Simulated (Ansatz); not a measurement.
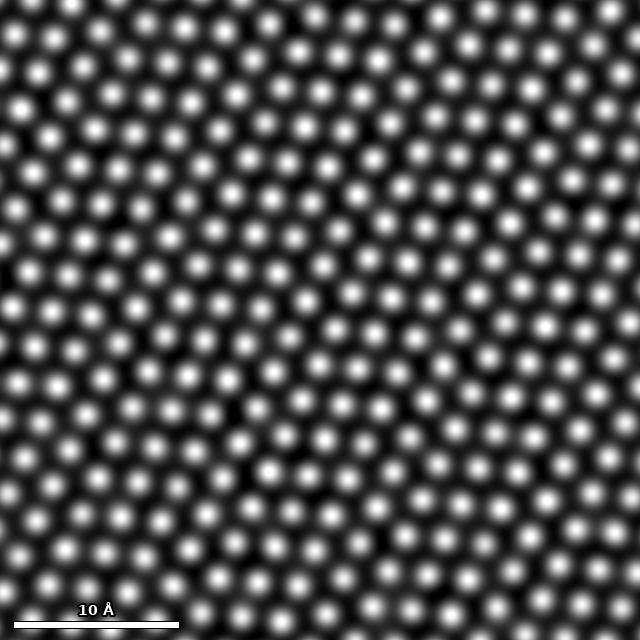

An image along [100] of one of the structures below (computed or model cells, partly hypothetical, each in its standard cell). Simulated incoherent Z contrast: every atom adds Z^1.7 spread by a probe of 1.30 Å full width; channelling and multiple scattering are left out. The speckle of an amorphous layer was added.

A. Pt
Space group Fd-3m:1 (No. 227). a = 5.815 Å, b = 5.815 Å, c = 5.815 Å, α = 90.00°, β = 90.00°, γ = 90.00°
| atom | site | symmetry | x | y | z |
| --- | --- | --- | --- | --- | --- |
| Pt | 8b | -43m | 0.2500 | 0.2500 | 0.7500 |

B. Pt
Space group Im-3m (No. 229). a = 3.184 Å, b = 3.184 Å, c = 3.184 Å, α = 90.00°, β = 90.00°, γ = 90.00°
| atom | site | symmetry | x | y | z |
| --- | --- | --- | --- | --- | --- |
| Pt | 2a | m-3m | 0.0000 | 0.0000 | 0.0000 |

C. Pt
Space group Pm-3m (No. 221). a = 2.570 Å, b = 2.570 Å, c = 2.570 Å, α = 90.00°, β = 90.00°, γ = 90.00°
| atom | site | symmetry | x | y | z |
| --- | --- | --- | --- | --- | --- |
| Pt | 1a | m-3m | 0.0000 | 0.0000 | 0.0000 |

D. Pt
Space group P6_3/mmc (No. 194). a = 2.755 Å, b = 2.755 Å, c = 9.187 Å, α = 90.00°, β = 90.00°, γ = 120.00°
| atom | site | symmetry | x | y | z |
| --- | --- | --- | --- | --- | --- |
| Pt | 2a | -3m. | 0.0000 | 0.0000 | 0.0000 |
| Pt | 2c | -6m2 | 0.3333 | 0.6667 | 0.2500 |

**Which of them gives this image?**

D, Pt. Along [100] the projected cells are A 2.06 × 2.06 Å, 90°; B 2.25 × 2.25 Å, 90°; C 2.57 × 2.57 Å, 90°; D 2.39 × 9.19 Å, 90°. The image repeats as D does.

Structure D: the geometry given to an electronic-structure calculation, possibly off equilibrium; the starting structure was generated, so it need not be a known form of this composition.
